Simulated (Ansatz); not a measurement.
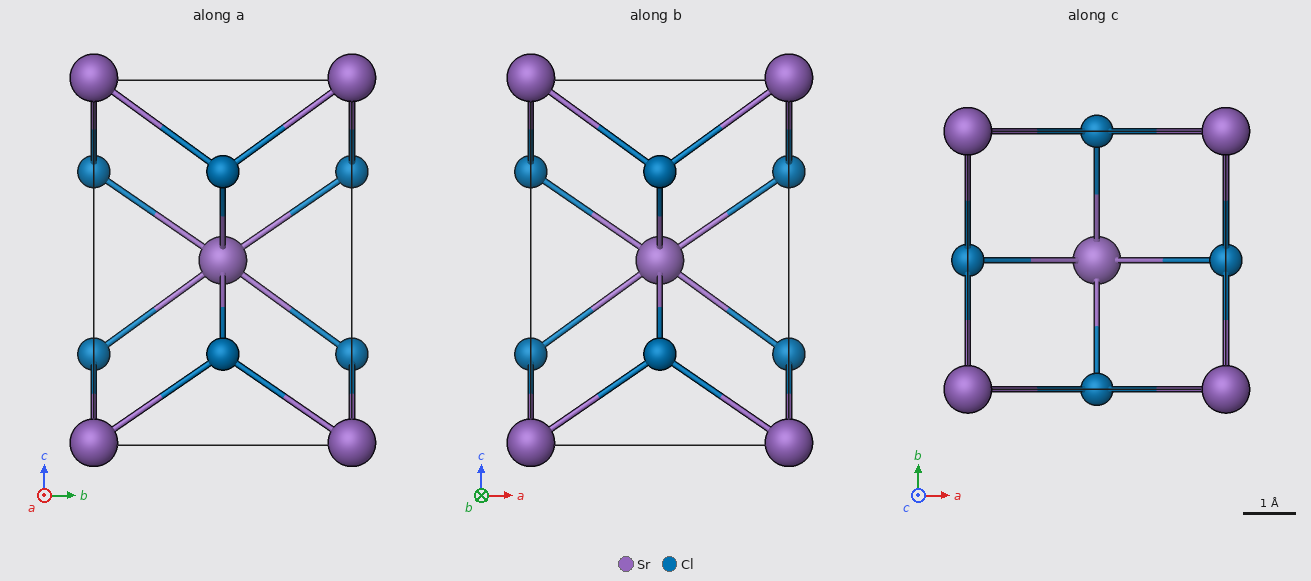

An orthographic ball-and-stick view of the structure, along the a axis, along the b axis and along the c axis. The frame is the conventional unit cell; atoms at its boundary are shown with their periodic copies.

Cell parameters: a = 4.979 Å, b = 4.979 Å, c = 7.041 Å, α = 90.00°, β = 90.00°, γ = 90.00°.

Bonds shown: Cl–Sr up to 3.81 Å (cut-off distances).

The composition is SrCl2.

> What are the crystal system and the lattice centring?

Body-centred tetragonal.

> What space-group symmetry does the structure have?

I4mm (No. 107), with Sr on 2a and Cl on 4b.

> Describe the environment of the Sr atoms.

Eight Cl in a cubic arrangement at about 3.0 to 3.1 Å.

> In how many dimensions do the bonds extend?

The bonds build a three-dimensional framework.

The initial geometry was a structure type known for this compound. The cell was then strained or its atoms displaced on purpose. Ansatz was used for an electronic-structure calculation on it.
